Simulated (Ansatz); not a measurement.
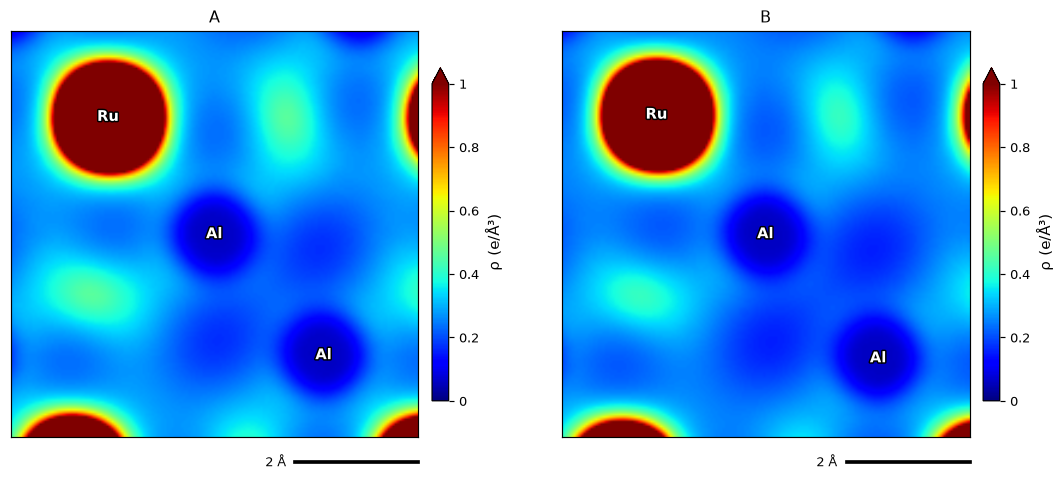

Al₂Ru. The valence charge density (pseudo) of two cells that differ in size, on the (011) plane of each (indices in the axes of the calculation cell), at one length scale and on one colour scale: B has 13.7 Å³ an atom and A 12.9.

All numbers below come from Ansatz 0.2.0, DFT r2SCAN, scalar-relativistic, plane waves, PAW.

The density is the valence pseudo-density of a PAW calculation; it isn't the true density close to the nuclei.

Question: What changes from the larger cell to the smaller?

Answer: From the larger cell to the smaller, Al–Ru goes from 2.63 to 2.57 Å, and the density at its midpoint from 0.35 to 0.38 e/Å³; the pressure goes from 0.0 to 13 GPa.
